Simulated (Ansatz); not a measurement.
# Quasiparticle gap of CS2NF5 (P-1), part 2 of 3

Aim: the quasiparticle gap of CS2NF5 (P-1), starting from PBE.

Ansatz 0.2.0; PBE, then G0W0 on it, plane waves, PAW. Known limits of the many-body steps: finite bands, screening cutoff and k mesh; no spin-orbit coupling in G0W0.

So far: The starting structure; Relaxation.

## Step 3: Bands along the symmetry lines

Level of this step: DFT, PBE, plane waves, PAW; PAW set soft_1 (Ansatz).

Levels along a band path and on the mesh show where this functional puts the band edges.

Input file input.yaml:

```yaml
crystal:
  lattice:
    - [4.851, 0.0, 0.0]
    - [-0.2429962821, 7.4030130222, 0.0]
    - [-0.0929160701, -1.0366422871, 7.8775412009]
  atoms:
    - { symbol: C, position: [0.3704668563, 0.511281436, 0.7789674265] }
    - { symbol: C, position: [0.6295331437, 0.488718564, 0.2210325735] }
    - { symbol: S, position: [0.5069110792, 0.6743134807, 0.7030080864] }
    - { symbol: S, position: [0.4930889208, 0.3256865193, 0.2969919136] }
    - { symbol: S, position: [0.1123244275, 0.1912861656, 0.7728123248] }
    - { symbol: S, position: [0.8876755725, 0.8087138344, 0.2271876752] }
    - { symbol: "N", position: [0.2695326305, 0.3914099602, 0.8545470961] }
    - { symbol: "N", position: [0.7304673695, 0.6085900398, 0.1454529039] }
    - { symbol: F, position: [0.9498932602, 0.2824875867, 0.6277270521] }
    - { symbol: F, position: [0.0501067398, 0.7175124133, 0.3722729479] }
    - { symbol: F, position: [0.2661306003, 0.0907955868, 0.9117928285] }
    - { symbol: F, position: [0.7338693997, 0.9092044132, 0.0882071715] }
    - { symbol: F, position: [0.9605213198, -0.0004253749, 0.7012299471] }
    - { symbol: F, position: [0.0394786802, 1.0004253749, 0.2987700529] }
    - { symbol: F, position: [0.860244641, 0.2319621255, 0.89906027] }
    - { symbol: F, position: [0.139755359, 0.7680378745, 0.10093973] }
    - { symbol: F, position: [0.3582205304, 0.1401040865, 0.6410071536] }
    - { symbol: F, position: [0.6417794696, 0.8598959135, 0.3589928464] }
kpoints:
  mp_grid: { grid: [6, 4, 4] }
  band_path:
    path:
      - [[0.0, 0.0, 0.0], [-0.5, 0.0, 0.0]]
      - [[0.0, 0.0, -0.5], [0.0, 0.0, 0.0], [0.0, -0.5, 0.0]]
      - [[0.5, -0.5, 0.5], [0.0, 0.0, 0.0], [0.0, -0.5, 0.5]]
      - [[0.5, -0.5, 0.0], [0.0, 0.0, 0.0], [-0.5, 0.0, 0.5]]
    npoints: 10
hamiltonian:
  xc: pbe
  pseudopotentials: { kind: paw, azcp: { folder: soft_1 } }
scf:
  occupations: { method: fermi_dirac, width: 0.02 }
  n_extra_bands: 10
output:
  eigenvalues: true
  forces: true
  stress: true
  write_density: true
  write_potential: true
  elf: true
  volumetric_format: npy
```

Command:

```sh
> ansatz run input.yaml --threads 2 --pin off --max-ram 92160MiB --backend cuda --events-out ev --progress --plain --runs-dir out --devices 1 --max-vram 13GiB
```

Numbers of over 12 decimals in the logs are rounded to 6 here.

Output:

```text
[...]
GPUs: using 1 of 1 available (devices: 1).
[...]
GPU FFT provider: cuFFT
GPU libraries: cuBLAS 13.8.2, cuFFT 12.4.0, cuSOLVER 12.3.4
Crystal: 18 atoms, lattice volume = 282.898 Å³
Basis set: ecut = 420 eV, 5521 PW (Γ), exchange–correlation on 72×100×108 points (8 copies of the dense FFT grid, shifted against one another)
Bands: 66, of which v1, the nominal top of the filled ones, is band 56 counted from 1 (55 counted from 0)
Symmetry: 2 space group operations
[...]
k-points: 52 of 96
[...]
GPU buffer pool allocated for 97200 grid points (all kernels)
[...]
SCF iter   1: F=—  HF=-12965.676467 eV  |F-HF|=—  |Δ(HF+E_count)|=         —  Δρ=1.11e-1  dr2=4.86e1  ethr=3.10e-3  ⟨swp⟩=8.9  Hψ=17525  notcnv=0
[...]
SCF iter  13: F=-12950.657688 eV  HF=-12950.657688 eV  |F-HF|=1.20e-8  |Δ(HF+E_count)|=   6.46e-8  Δρ=1.72e-6  dr2=1.21e-8  ethr=8.93e-11  ⟨swp⟩=26.7  Hψ=45481  notcnv=0
SCF 1 converged in 13 iterations: F = -12950.657688 eV  dr2 = 1.21e-8
[...]
NSCF: frozen V_eff on 74 k-points
SCF converged after 13 iterations
Free energy (F): -12950.657688 eV
[...]
Internal energy: -12950.657688 eV  (E = F + TS)
E sigma→0 (E₀):  -12950.657688 eV
Fermi energy:    2.257641 eV
[...]
--- Forces (eV/Å), atoms counted from 1 ---
  atom   1  C     -0.00235132    -0.00010626     0.00244046
  atom   2  C      0.00235132     0.00010626    -0.00244046
  atom   3  S     -0.00336341    -0.01000581     0.00598285
  atom   4  S      0.00336341     0.01000581    -0.00598285
  atom   5  S      0.00075640     0.00755446     0.01066210
  atom   6  S     -0.00075640    -0.00755446    -0.01066210
  atom   7  N      0.00042118     0.01490296    -0.01071244
  atom   8  N     -0.00042118    -0.01490296     0.01071244
  atom   9  F     -0.00167446     0.00022907    -0.00075544
  atom  10  F      0.00167446    -0.00022907     0.00075544
  atom  11  F      0.00124712    -0.00547783     0.00135804
  atom  12  F     -0.00124712     0.00547783    -0.00135804
  atom  13  F      0.00334890     0.00189265    -0.00032609
  atom  14  F     -0.00334890    -0.00189265     0.00032609
  atom  15  F      0.00121159     0.00021439     0.00080368
  atom  16  F     -0.00121159    -0.00021439    -0.00080368
  atom  17  F      0.00487839    -0.00778162    -0.00597705
  atom  18  F     -0.00487839     0.00778162     0.00597705
  max |Σ_I F_I| component: 0.00e0 eV/Å
--- Stress (GPa, compression-positive) ---
        1.336079       0.052597       0.003298
        0.052598       1.152316       0.046759
        0.003297       0.046758       1.221828
  P = ⅓ Tr σ = 1.2367 GPa (12.367 kbar)
--- Band table (eV; the first three rows and the last of 52) ---
  k-point 0: bands = [... 52 lower, 0.0715, 0.1682, 0.7285, 0.7820, 3.7451, 4.0665, 5.4058, 5.4994, ... 6 higher]
  k-point 1: bands = [... 52 lower, -0.0200, 0.3035, 0.7001, 0.7715, 3.7706, 4.0471, 5.3175, 5.5830, ... 6 higher]
  k-point 2: bands = [... 52 lower, -0.0641, 0.4023, 0.6792, 0.7422, 3.7997, 4.0251, 5.2730, 5.6112, ... 6 higher]
  k-point 51: bands = [... 52 lower, -0.2168, 0.5185, 0.6683, 0.7000, 3.8940, 3.9314, 5.5774, 5.6325, ... 6 higher]
```

Elapsed: 24 s, on 1 × NVIDIA H100 80GB HBM3 (shared by 6 runs) with 2 threads of AMD EPYC 7R13 (Zen 3), shared host; peak memory 1.3 GiB.

This step gave:

```yaml
pressure: 1.237 GPa
filled_bands: 56
gap: 2.871 eV
valence_top_at: k = (0.000, -0.500, 0.250)
conduction_bottom_at: k = (0.167, 0.250, 0.250)
least_direct_gap: 2.921 eV
```

Over mesh and path the gap is 2.871 eV, from k = (0.000, -0.500, 0.250) to k = (0.167, 0.250, 0.250). The least direct gap found is 2.921 eV, at k = (0.167, 0.250, 0.250).

Electronic bands along the path, in eV, zero at the top of the highest nominally filled band:

```
     point  band 53  band 54  band 55  band 56  band 57  band 58  band 59  band 60
         Γ    -0.74    -0.64    -0.08    -0.03     2.93     3.26     4.59     4.69
         X    -0.75    -0.62    -0.18    -0.17     2.99     3.16     4.77     4.96
 jump to Y    -0.88    -0.41    -0.13    -0.07     2.99     3.21     4.46     4.80
         Γ    -0.74    -0.64    -0.08    -0.03     2.93     3.26     4.59     4.69
         Z    -0.72    -0.67    -0.03    -0.01     3.00     3.04     4.79     4.83
jump to R2    -1.03    -0.29    -0.14    -0.11     3.08     3.12     4.77     4.82
         Γ    -0.74    -0.64    -0.08    -0.03     2.93     3.26     4.59     4.69
        T2    -0.90    -0.41    -0.10    -0.02     2.91     3.12     4.76     4.85
jump to U2    -0.74    -0.64    -0.13    -0.11     3.02     3.21     4.76     4.87
         Γ    -0.74    -0.64    -0.08    -0.03     2.93     3.26     4.59     4.69
        V2    -1.02    -0.28    -0.19    -0.18     3.05     3.08     4.72     4.97
```

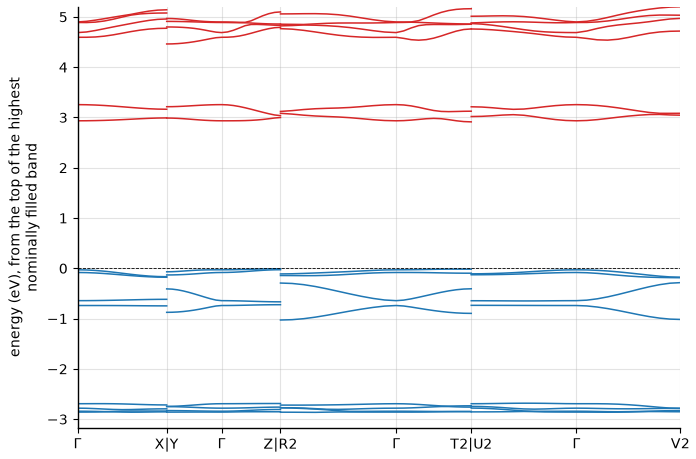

Electronic bands along the path; lines of filled and empty bands in two colours.

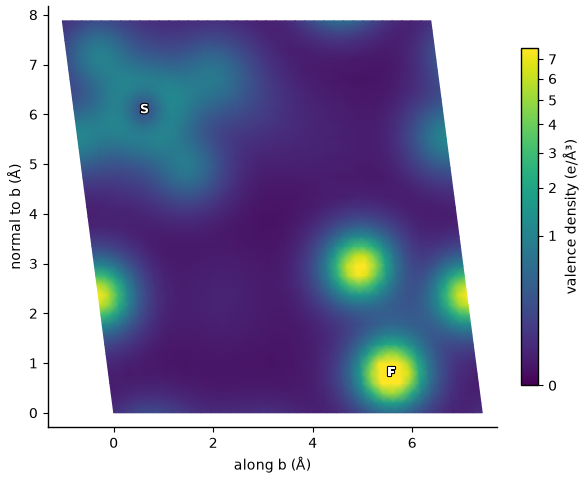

Valence density in the bc plane at fractional x = 0.112, with atoms of S and F within 0.2 Å of it. It is the smooth field of the valence electrons, not physical close to the nuclei. The colour scale is stretched toward low values.

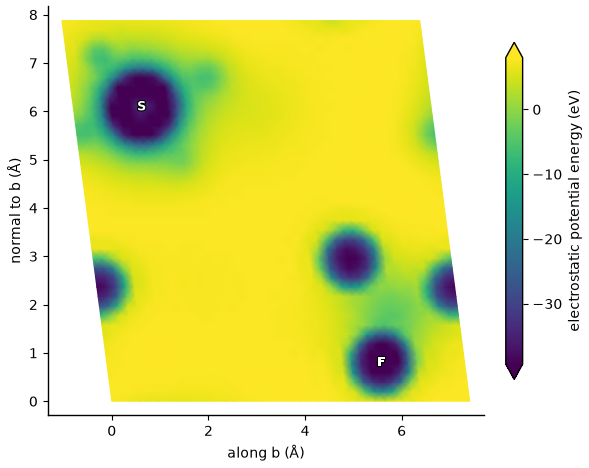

Electrostatic potential energy in the bc plane at fractional x = 0.112, with atoms of S and F within 0.2 Å of it. With pseudopotentials it is smooth inside the atoms' cores, unlike the true potential.

## Step 4: One-shot GW

G0W0 replaces the xc potential by a self-energy built once from the orbitals of the start. Levels are corrected in the window of bands that the input names, at points of the mesh.

This step: G0W0 on PBE, plane waves, PAW; PAW set soft_1.

input.yaml, as its differences from that of step 3:

```diff
@@ -25,10 +25,3 @@
 kpoints:
-  mp_grid: { grid: [6, 4, 4] }
-  band_path:
-    path:
-      - [[0.0, 0.0, 0.0], [-0.5, 0.0, 0.0]]
-      - [[0.0, 0.0, -0.5], [0.0, 0.0, 0.0], [0.0, -0.5, 0.0]]
-      - [[0.5, -0.5, 0.5], [0.0, 0.0, 0.0], [0.0, -0.5, 0.5]]
-      - [[0.5, -0.5, 0.0], [0.0, 0.0, 0.0], [-0.5, 0.0, 0.5]]
-    npoints: 10
+  mp_grid: { grid: [4, 2, 2] }
 hamiltonian:
@@ -37,11 +30,8 @@
 scf:
-  occupations: { method: fermi_dirac, width: 0.02 }
-  n_extra_bands: 10
-output:
-  eigenvalues: true
-  forces: true
-  stress: true
-  write_density: true
-  write_potential: true
-  elf: true
-  volumetric_format: npy
+  occupations: { method: fixed }
+gw:
+  n_empty_bands: 1064
+  ecut_chi: 140.0
+  qp_bands: [v4, c4]
+  qp_kpoints: band_edges
+  screening: { model: contour_deformation }
```

Output:

```text
GPUs: using 1 of 1 available (devices: 1).
[...]
GPU FFT provider: cuFFT
GPU libraries: cuBLAS 13.8.2, cuFFT 12.4.0, cuSOLVER 12.3.4
Crystal: 18 atoms, lattice volume = 282.898 Å³
Basis set: ecut = 420 eV, 5521 PW (Γ)
Bands: 74, of which v1, the nominal top of the filled ones, is band 56 counted from 1 (55 counted from 0)
Symmetry: 2 space group operations
[...]
k-points: 12 of 16
[...]
GPU buffer pool allocated for 97200 grid points (all kernels)
[...]
SCF iter   1: F=—  HF=-12965.680675 eV  |F-HF|=—  |Δ(HF+E_count)|=         —  Δρ=1.11e-1  dr2=4.86e1  ethr=3.10e-3  ⟨swp⟩=5.0  Hψ=3805  notcnv=0  defer=192
[...]
SCF iter  12: F=-12950.658428 eV  HF=-12950.658428 eV  |F-HF|=3.43e-9  |Δ(HF+E_count)|=   7.95e-8  Δρ=4.14e-6  dr2=6.03e-8  ethr=8.93e-11  ⟨swp⟩=14.2  Hψ=5505  notcnv=0
SCF 1 converged in 12 iterations: F = -12950.658428 eV  dr2 = 6.03e-8
[...]
the band table was solved once the SCF had ended and its energy, with any forces and stress, was formed, with the checks that follow a solve (3808 applications of the Hamiltonian). They found nothing against the state; the energy, forces and stress were not computed again (output.eigenvalues in the input reference)
[...]
G₀W₀ screening: q 1/12
[... further progress lines ...]
SCF converged after 12 iterations
Free energy (F): -12950.658428 eV
[...]
Internal energy: -12950.658428 eV  (E = F + TS)
E sigma→0 (E₀):  -12950.658428 eV
Fermi energy:    0.802657 eV
[...]
--- Band table (eV; the first three rows and the last of 12) ---
  k-point 0: bands = [... 52 lower, 0.0714, 0.1682, 0.7284, 0.7820, 3.7451, 4.0665, 5.4058, 5.4994, ... 14 higher]
  k-point 1: bands = [... 52 lower, -0.0641, 0.4023, 0.6792, 0.7421, 3.7997, 4.0251, 5.2730, 5.6111, ... 14 higher]
  k-point 2: bands = [... 52 lower, 0.0879, 0.1449, 0.7833, 0.8027, 3.8104, 3.8481, 5.6042, 5.6434, ... 14 higher]
  k-point 11: bands = [... 52 lower, -0.2168, 0.5184, 0.6683, 0.7000, 3.8940, 3.9314, 5.5775, 5.6325, ... 14 higher]
--- G₀W₀: contour deformation, 6 samples at zero and on the imaginary axis and 1 off it, 16 q-points, 1064 empty bands' worth ---
  eigenvalues of the whole cell's RPA ε∞ on this k-mesh (on a slab, of 1 + 4πα/V) = 1.8952, 1.9551, 2.8104; static W/v taken at q = 0 is 0.451946
  gw.qp_kpoints: band_edges: 12 of 12 stored k-points solved, in 1 pass; an edge of the gap read off the rows below is read off those points alone
    ik  band        ε_KS         Σx   Σc(E_QP)       V_xc       Z   E_QP_lin       E_QP  E_QP is
     0    53      0.0714   -19.4054     1.8197   -15.9394  0.7883    -1.6178    -1.5749  root
     0    54      0.1682   -19.6670     1.7894   -16.2500  0.7892    -1.4998    -1.4594  root
     0    55      0.7284   -19.2634     1.6812   -15.8877  0.7940    -1.0070    -0.9661  root
     0    56      0.7820   -19.4028     1.6887   -16.0238  0.7941    -0.9481    -0.9083  root
     0    57      3.7451   -14.4452    -3.3053   -19.8160  0.8109     5.8594     5.8107  root
     0    58      4.0665   -13.9293    -3.2970   -19.2630  0.8048     6.1560     6.1031  root
     0    59      5.4058   -10.3773    -3.7260   -15.9019  0.8127     7.2525     7.2045  root
     0    60      5.4994   -12.9486    -3.9120   -18.9654  0.7994     7.6927     7.6043  root
     1    53     -0.0641   -19.8157     1.9816   -16.1896  0.7875    -1.7532    -1.7086  root
     1    54      0.4023   -19.3636     1.5432   -16.2380  0.7891    -1.2144    -1.1800  root
     1    55      0.6792   -19.2823     1.7433   -15.8241  0.7944    -1.0791    -1.0357  root
     1    56      0.7421   -19.3513     1.7126   -15.9382  0.7944    -0.9996    -0.9584  root
     1    57      3.7997   -14.0831    -3.3203   -19.4538  0.8097     5.8982     5.8501  root
     1    58      4.0251   -14.0423    -3.2829   -19.3635  0.8055     6.1155     6.0634  root
     1    59      5.2730   -11.9279    -3.7974   -17.6941  0.8115     7.3047     7.2418  root
     1    60      5.6111   -10.8140    -3.6033   -16.3006  0.8056     7.5463     7.4944  root
     2    53      0.0879   -19.4022     1.8240   -15.9282  0.7886    -1.6051    -1.5622  root
     2    54      0.1449   -19.5985     1.7938   -16.1696  0.7892    -1.5317    -1.4901  root
     2    55      0.7833   -19.4249     1.6873   -16.0532  0.7943    -0.9404    -0.9011  root
     2    56      0.8027   -19.4338     1.6893   -16.0563  0.7943    -0.9249    -0.8855  root
     2    57      3.8104   -14.4104    -3.2759   -19.7589  0.8084     5.9329     5.8830  root
     2    58      3.8481   -14.0680    -3.2557   -19.3532  0.8085     5.9254     5.8776  root
     2    59      5.6042   -12.4427    -3.9074   -18.3769  0.7973     7.7140     7.6311  root
     2    60      5.6434    -9.8620    -3.4553   -15.1124  0.8099     7.4753     7.4385  root
     3    53     -0.0848   -19.7321     1.9938   -16.0868  0.7877    -1.7823    -1.7363  root
     3    54      0.4043   -19.3190     1.5424   -16.1852  0.7894    -1.2221    -1.1870  root
     3    55      0.7140   -19.3432     1.7312   -15.9062  0.7946    -1.0338    -0.9918  root
     3    56      0.7942   -19.5127     1.7211   -16.1003  0.7945    -0.9366    -0.8970  root
     3    57      3.7238   -14.0830    -3.2708   -19.3988  0.8100     5.8153     5.7689  root
     3    58      3.9359   -14.0723    -3.2520   -19.3549  0.8067     6.0158     5.9664  root
     3    59      5.5717   -12.3717    -3.9089   -18.3171  0.8023     7.6864     7.6082  root
     3    60      5.6655   -10.0386    -3.4434   -15.2873  0.8093     7.5086     7.4709  root
     4    53      0.0700   -19.3629     1.8019   -15.9197  0.7880    -1.6137    -1.5713  root
     4    54      0.1799   -19.7325     1.8041   -16.3008  0.7894    -1.4878    -1.4478  root
     4    55      0.6803   -19.2237     1.7022   -15.8254  0.7942    -1.0576    -1.0159  root
     4    56      0.7136   -19.3289     1.7246   -15.9048  0.7943    -1.0273    -0.9858  root
     4    57      3.7677   -14.0914    -3.2510   -19.3711  0.8096     5.8422     5.7964  root
     4    58      4.0242   -14.1904    -3.3154   -19.5722  0.8054     6.1449     6.0906  root
     4    59      5.4865   -10.9985    -3.7116   -16.5881  0.8084     7.4194     7.3645  root
     4    60      5.6461   -11.3282    -3.7288   -17.0180  0.8027     7.6673     7.6072  root
[...]
10    57      3.8299   -13.5709    -3.2077   -18.7564  0.8081     5.8504     5.8077  root
    10    58      4.0239   -14.6029    -3.3760   -20.0906  0.8055     6.1944     6.1355  root
    10    59      5.5711   -10.8282    -3.6480   -16.3774  0.8069     7.5232     7.4723  root
    10    60      5.6794   -12.2363    -3.8984   -18.1903  0.7991     7.8139     7.7351  root
    11    53     -0.2168   -19.6759     2.0285   -15.9897  0.7868    -1.9248    -1.8745  root
    11    54      0.5184   -19.4515     1.5220   -16.3476  0.7896    -1.0964    -1.0636  root
    11    55      0.6683   -19.3701     1.7627   -15.9056  0.7943    -1.0760    -1.0335  root
    11    56      0.7000   -19.4333     1.7547   -15.9878  0.7946    -1.0315    -0.9908  root
    11    57      3.8940   -14.1756    -3.2884   -19.5241  0.8079     6.0037     5.9541  root
    11    58      3.9314   -13.8481    -3.2904   -19.1634  0.8065     6.0055     5.9564  root
    11    59      5.5775   -12.9633    -3.9422   -19.0269  0.7996     7.7880     7.6988  root
    11    60      5.6325   -10.7823    -3.6446   -16.3192  0.8049     7.5772     7.5247  root
```

Wall time 1.8 min (1 × NVIDIA H100 80GB HBM3 (shared by 6 runs) with 2 threads); peak memory 4.2 GiB; 3.3 min of CPU time.

Numbers from this step:

| Quantity | Value |
| --- | --- |
| bands summed | 1120 |
| RPA ε∞ on this mesh (eigenvalues) | 1.895, 1.955, 2.810 |
| plane waves in the screening matrix | 1057 |
| q-points in the mesh | 16 |
| G0W0 gap over the corrected points | 6.654 eV |
| k of the valence top | 0, -0.5, 0 |
| k of the conduction bottom | 0, -0.5, -0.5 |
| starting gap on the mesh | 2.921 eV |
| Z at the valence top | 0.7943 |
| Z at the conduction bottom | 0.8100 |
| least direct G0W0 gap over the corrected points | 6.666 eV |

Over all 12 irreducible mesh points the G0W0 gap is 6.654 eV, from k = (0.000, -0.500, 0.000) to k = (0.000, -0.500, -0.500). The PBE gap of this run on the mesh is 2.921 eV. The two states that bound the G0W0 gap lie that far apart at the start, so the correction of the gap is 6.654 − 2.921 = +3.733 eV. The start of this run differs from the step before in mesh (6×4×4 and 4×2×2).

(Part 2 of 3 ends here.)

[Paths, hosts, dates, memory and timing lines, banners, echoed tables and standing remarks are left out of the program output.]

[Logs are printed without paths, hosts, clocks, repeated set-up lines and the standing remarks that a program may print on its own settings, such as how far it seeks lower states.]

[Runs of the session that timed out or met a known fault of the program may be left out.]

[Cells called generated may have been cut or substituted from an entry of the Crystallography Open Database or the Materials Project.]

[Hosts, paths, dates, database ids (printed as entryN), source tags and the programs' standing remarks are cut or masked in the printed files.]

[Where an RPA ε∞ is given, it is that of the G0W0 mesh and is not shown converged in it. Names of k-points follow the symmetry that the program found, which can be lower than the space group named. Band edges on a path are those of the sampled points; other points can move an edge, and change direct to indirect where valleys lie close.]

[Hybrid gaps are those of their k-mesh and are not shown converged in it.]
